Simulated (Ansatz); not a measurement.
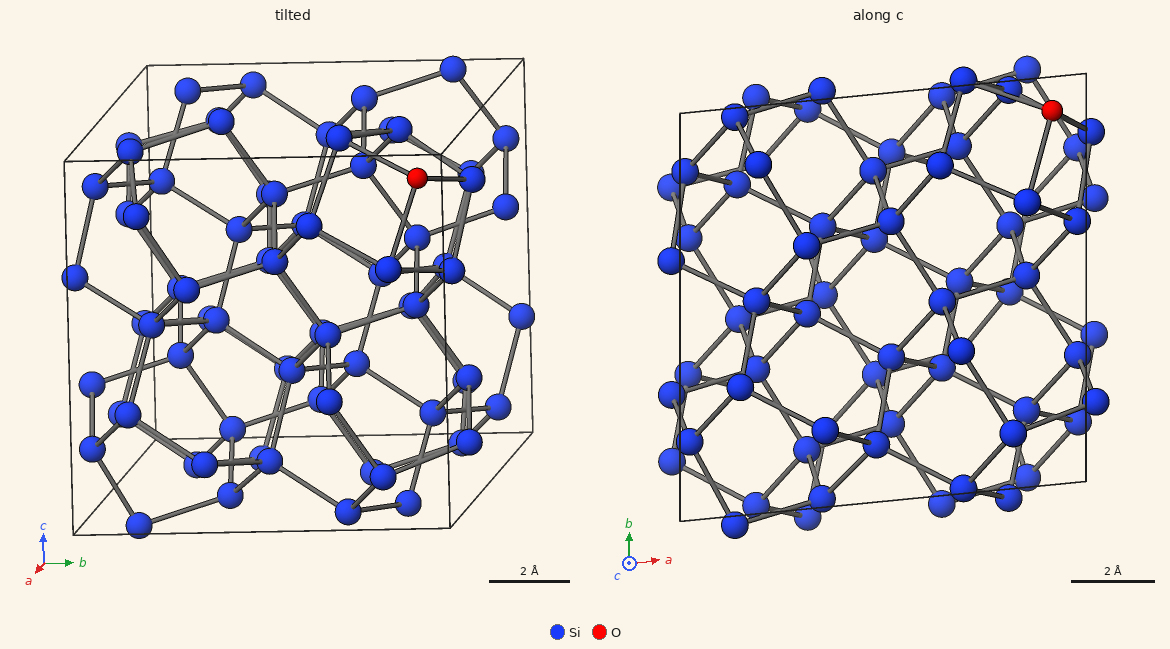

Structure drawing (ball-and-stick), viewed slightly off an axis and along the c axis. The lines enclose the simulation cell; boundary atoms appear with their images. Cell: a = 9.992 Å, b = 9.992 Å, c = 9.992 Å, α = 83.76°, β = 83.76°, γ = 83.76°.

What is this?

- The solid is Si$_{48}$O.
- Space group: R32 (No. 155). Lattice: rhombohedral (trigonal R).
- In the cell are 48 Si, 1 O, which makes 1 formula unit.
- Each O has six Si at about 2.4 Å.
- Coordination numbers (contacts within bonding distance): Si 4 to 5 (mean 4.1).
- The bonds build a three-dimensional framework.

The initial geometry was a structure listed in the Materials Project, repeated into a supercell with a point defect put in. The atoms were relaxed in a fixed cell with DFT PBE, scalar-relativistic, plane waves, PAW (Ansatz).
